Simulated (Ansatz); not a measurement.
MoS2: several calculations on one system

**1. Relaxation**

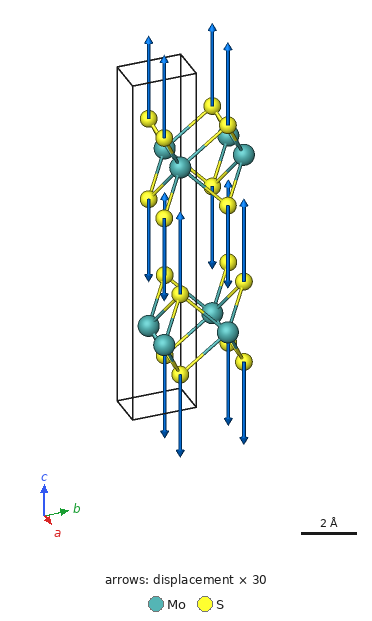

A relaxation of solid MoS₂ (set up in P6_3/mmc). The starting structure is drawn; blue arrows show the displacements (the part carried along by the change of the cell is left out), magnified 30 times.

A ball-and-stick model of the cell of the calculation, repeated 2 × 2 × 1 with one cell outlined, seen slightly off an axis.

Case: relaxed at 4 GPa.

All numbers below come from Ansatz 0.2.0, DFT PBE, scalar-relativistic, plane waves, PAW. (plane-wave cutoff 420 eV; k-point mesh 12 × 12 × 2; occupations gaussian; smearing width 0.02 eV; target pressure 4 GPa; no spin polarisation; cell and atoms relaxed; force threshold 0.008 eV/Å; at most 50 steps)

> Atoms of which element are displaced furthest, and by how much?

Sulfur: up to 0.11 Å, against 0.00 Å for molybdenum.

> What happened in the run?

After 3 accepted moves (4 points after the start) the energy has fallen by 44.6 meV per atom. With the target pressure of 4 GPa, the enthalpy E + pV changes by −46.3 meV per atom. The largest force component goes from 1.4 to 0.0019 eV/Å. The pressure goes from 14.35 to 3.94 GPa. The SCF was repeated once at an unchanged geometry on a basis and grid sized afresh for the cell, which shifted the energy by less than 0.05 meV per atom at most. The largest moves relative to the cell, 0.11 Å, are those of S atoms. Mo stays in place. The volume changes by −0.4 %, with a = b 3.092 → 3.151 Å (+1.9 %), c 12.649 → 12.134 Å (−4.1 %). Some distances before and after: Mo–S 2.346 → 2.400 Å. The space group stays P6_3/mmc (No. 194). Cost: 21 s on 1 thread of Intel(R) Xeon(R) 6975P-C (Granite Rapids), with other jobs on the host, peak memory 0.48 GiB.

Limits of the set-up: layers or molecules are held without a dispersion correction, so their spacing is unreliable.

**2. Relaxation**

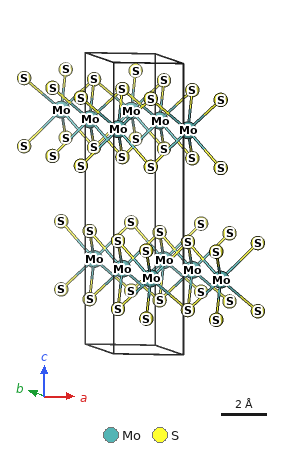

This is the input geometry for a relaxation of crystalline MoS₂ (set up in P6_3/mmc). The picture is a ball-and-stick view of the cell of the calculation, repeated 2 × 3 × 1 with one cell outlined, seen slightly off an axis.

These are results of DFT PBE, scalar-relativistic, plane waves, PAW in Ansatz, not measurements.

The input:
```yaml
crystal:
  lattice:
    - [3.1922379121, 0.0, 0.0]
    - [-1.5961189561, 2.7645591268, 0.0]
    - [0.0, 0.0, 13.378294]
  atoms:
    - { symbol: Mo, position: [0.66666667, 0.33333333, 0.25] }
    - { symbol: Mo, position: [0.33333333, 0.66666667, 0.75] }
    - { symbol: S, position: [0.66666667, 0.33333333, 0.633082] }
    - { symbol: S, position: [0.33333333, 0.66666667, 0.366918] }
    - { symbol: S, position: [0.66666667, 0.33333333, 0.866918] }
    - { symbol: S, position: [0.33333333, 0.66666667, 0.133082] }
basis:
  ecutwfc: 420
kpoints:
  mp_grid: { grid: [12, 12, 2] }
hamiltonian:
  xc: pbe
scf:
  occupations: { method: gaussian, width: 0.02 }
output:
  forces: true
  stress: true
  eigenvalues: true
relax:
  adjacent_minimum: "off"
  f_tol: 0.005
  max_steps: 80
  cell: { stress_tol: 0.05 }
```

Run as
```bash
ansatz run input.yaml --threads 1 --pin off --max-ram 2560MiB --backend cpu --events-out ev --progress --plain --runs-dir out
```

Q: What does the optimiser find from here?

A: The largest moves relative to the cell, 0.17 Å, are those of S3, S4, S5 and S6. S3 goes along +c. Mo stays in place. The drawn cell changes as follows: a = b 3.192 → 3.185 Å (−0.2 %), c 13.378 → 14.808 Å (+10.7 %); the volume changes by +10.2 %. Some distances before and after: Mo1–S4 2.417 → 2.413 Å. The space group stays P6_3/mmc (No. 194). The energy falls by 2.5 meV per atom in 8 accepted moves (10 points after the start). Largest force component: 0.093 eV/Å at the start, 0.0015 eV/Å at the end. The pressure goes from −0.54 to 0.00 GPa. At 2 points the geometry stayed and the basis and grid were re-selected for the new cell (energy shift of 0.3 meV per atom at most each time).

History of the run:

```tsv
step	E − E(0), meV/atom	largest force component, eV/Å	pressure, GPa	volume, Å³/atom	note
0	0.00	0.0926	-0.54	19.678	
1	-0.97	0.0235	0.37	19.864	
2	-1.53	0.0986	0.49	20.326	
3	-2.03	0.0361	0.41	20.786	
4	-2.16	0.0110	0.06	21.078	
5	-2.17	0.0035	0.01	21.204	
6	-2.42	0.0035	0.02	21.204	same geometry, new basis
7	-2.45	0.0089	0.04	21.438	
8	-2.44	0.0015	-0.01	21.631	
9	-2.44	0.0016	0.01	21.683	
10	-2.49	0.0015	0.00	21.683	same geometry, new basis
```

The end point in the same view:

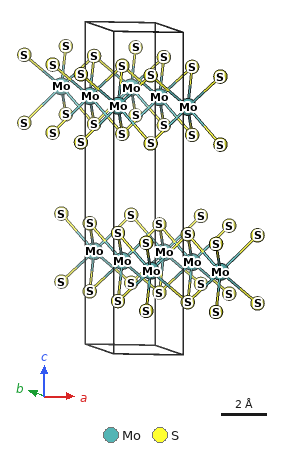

Limits of the set-up: layers or molecules are held without a dispersion correction, so their spacing is unreliable.

**3. A change**

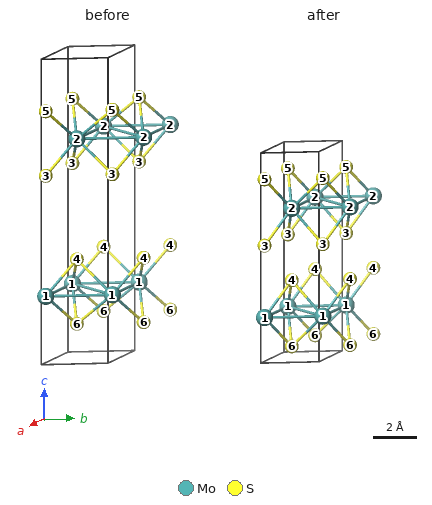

Left: a crystal of MoS₂ (set up in P6_3/mmc). Right: the same structure after one change, at the same scale. The picture is a ball-and-stick view of the cell of the calculation, repeated 2 × 2 × 1 with one cell outlined, seen slightly off an axis.

Method: DFT PBE, scalar-relativistic, plane waves, PAW in Ansatz. (plane-wave cutoff 420 eV; occupations gaussian; no spin polarisation) The k-mesh is chosen for each cell (12×12×2, 12×12×4). Smearing widths differ between the runs.

The crystal is put under a hydrostatic pressure of 90 GPa. Cell and atoms are relaxed at that pressure.

Question: What does the change do?

Answer: The drawn cell changes as follows: a = b 3.185 → 2.783 Å (−12.6 %), c 14.808 → 10.185 Å (−31.2 %); the volume changes by −47.5 %. The largest moves relative to the cell, 0.53 Å, are those of S3, S4, S5 and S6. S4 goes along +c. Mo stays in place. Among the bonded contacts that change: Mo–Mo 3.185 → 2.783 Å, Mo–S 2.413 → 2.270 Å. The space group stays P6_3/mmc (No. 194). The energy rises by 1244 meV per atom. (The two runs use different k-meshes.) The pressure goes from 0.0 to 90.0 GPa.

Limits of the set-up: layers or molecules are held without a dispersion correction, so their spacing is unreliable.
